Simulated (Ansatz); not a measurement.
Input

```
crystal:
  lattice:
    - [2.4922474725, 0.0, 0.0]
    - [-1.2461237362, 2.1583496237, 0.0]
    - [0.0, 0.0, 8.0667741604]
  atoms:
    - { symbol: Co, position: [0.3333333333, 0.6666666667, 0.125], spin: 1.84 }
    - { symbol: Co, position: [0.3333333333, 0.6666666667, 0.625], spin: 1.84 }
    - { symbol: Co, position: [0.6666666667, 0.3333333333, 0.375], spin: 1.84 }
    - { symbol: Co, position: [0.6666666667, 0.3333333333, 0.875], spin: 1.84 }
basis:
  ecutwfc: 420
kpoints:
  mp_grid: { grid: [30, 30, 8] }
hamiltonian:
  xc: pbe
scf:
  occupations: { method: gaussian, width: 0.15 }
output:
  forces: true
  stress: true
  eigenvalues: true
  populations: true
  write_density: true
  write_potential: true
  elf: true
  volumetric_format: npy
magnetization:
  spin_polarized: true
```

Launched as:

```sh
ansatz run input.yaml --threads 2 --pin off --max-ram 5120MiB --backend cpu --events-out ev --progress --plain --runs-dir out
```

Space group P6₃/mmc; spin-polarised.

Computed with DFT PBE, scalar-relativistic, plane waves, PAW in Ansatz 0.2.0.

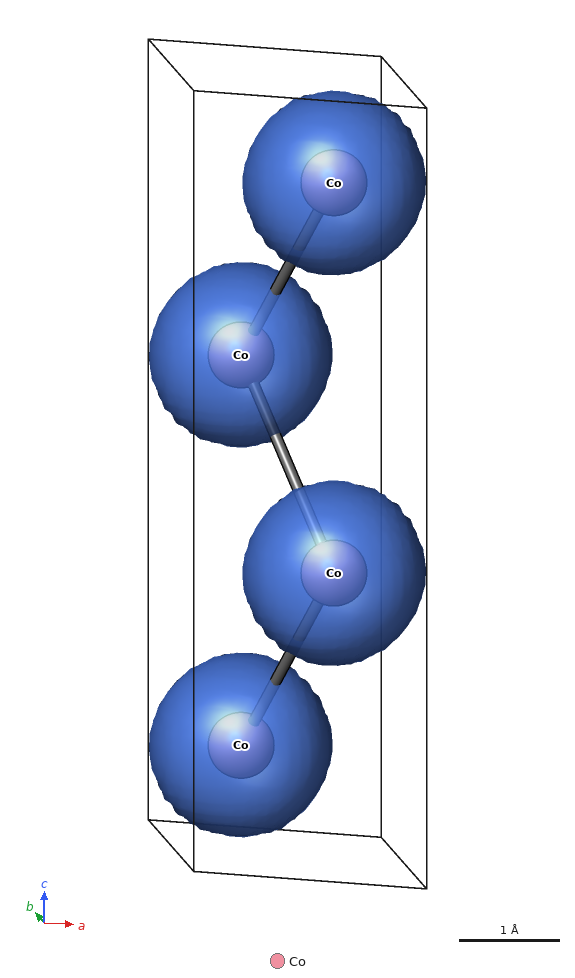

Co. Isosurface of the valence charge density (pseudo) at 0.6 e/Å³ (blue), seen slightly off an axis. Sticks mark near contacts.

How is the density connected at this value?

Answer. At this value the density breaks into separate islands; it holds about 85 % of the electrons treated as valence (semicore included). It bridges none of the near contacts. It is pinched off along the sampled Co–Co (2.48 Å) contacts. On the grid the lowest density along these lines, outside the cores, is 0.34 e/Å³ (Co–Co, 2.48 Å).

Metal or insulator at this level of theory?

Answer. It is metallic or semimetallic at this level of theory: no gap opens.
